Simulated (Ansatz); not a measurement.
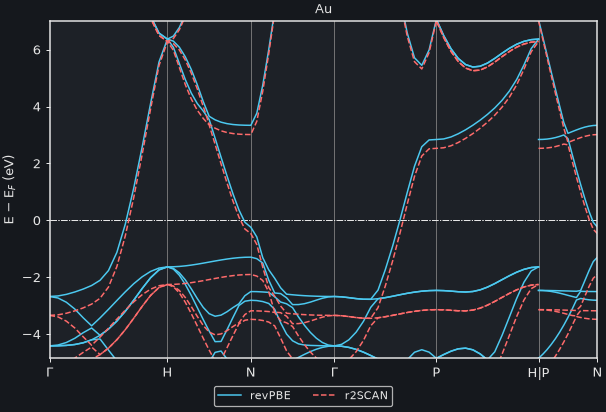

Band structures of bcc Au, space group Im-3m (No. 229), 1 atom in the primitive cell (cubic a = 3.315 Å), by two methods on the same cell. Each is counted from its own Fermi level.

Q: What changes from one method to the other?

A: Both give a metal. Levels within 1 eV of the Fermi level in either run differ by 0.31 eV on average and by 0.52 eV at most (between Γ and P). Filled levels 1 to 5 eV under it lie 0.65 eV deeper on average in r2SCAN than in revPBE.

Settings. revPBE: Ansatz PAW, no spin polarisation, no spin-orbit coupling, 11×11×11 k mesh, 420 eV cutoff, Fermi-Dirac smearing of 0.05 eV (Ansatz). r2SCAN: Ansatz PAW, no spin polarisation, no spin-orbit coupling, 6×6×6 k mesh, 500 eV cutoff, Fermi-Dirac smearing of 0.05 eV (Ansatz 0.2.0).

Bands are joined in order of energy. The cell is at 2 GPa in revPBE and −5 GPa in r2SCAN. Spin-orbit coupling is left out, which matters for Au. The PAW data sets were made with another functional. This isn't the form of Au at room conditions, which is fcc. revPBE: the k mesh is thin for a metal, so its Fermi level is uncertain. r2SCAN: the k mesh is coarse, so the values aren't converged.
